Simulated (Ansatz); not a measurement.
System: Eu₂O, space group Fm-3m (No. 225) (one of a set of cubic test structures, which need not be the stable phase).

How it was computed, with Ansatz 0.2.0 development build: equation of state of a cubic crystal from periodic Kohn-Sham density functional theory without spin, third-order Birch-Murnaghan fit to the free energies; pressure corrected for the finite basis. Level: PBE.

- structure type: antifluorite
- atoms in cell: 3
- space group number: 225
- lattice centring: face-centred primitive
- k mesh: 16×16×16
- occupation method: Fermi–Dirac
- occupation width: 0.06123 eV
- wave cutoff: 930 eV
- datasets: hand-made PAW
- density tolerance: 1e−09 eV
- bands: 32
- density cutoff ratio: 5
- search for lower states: default

What does the calculation give for the energy above the lowest point against volume? The volume takes the values 16.33, 16.67, 17.00, 17.33, 17.67 Å³/atom.

A third-order Birch–Murnaghan fit gives V0 = 16.66 Å³/atom, B0 = 83.4 GPa and B′ = 5.1. The energy above the lowest point is 1.8 meV/atom at volume 16.33 Å³/atom and 13.9 meV/atom at 17.67 Å³/atom; the lowest computed point is at volume 16.67 Å³/atom (0.0 meV/atom), and no other minimum shows.

```json
{"volume (Å³/atom)": "16.33", "energy above the lowest point (meV/atom)": "1.8"}
{"volume (Å³/atom)": "16.67", "energy above the lowest point (meV/atom)": "0.0"}
{"volume (Å³/atom)": "17.00", "energy above the lowest point (meV/atom)": "1.7"}
{"volume (Å³/atom)": "17.33", "energy above the lowest point (meV/atom)": "6.4"}
{"volume (Å³/atom)": "17.67", "energy above the lowest point (meV/atom)": "13.9"}
```

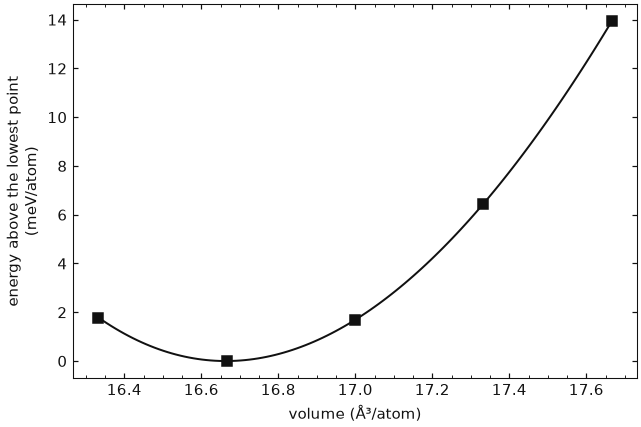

Note: cubic model structure, not the ambient form; open f shell treated without spin.
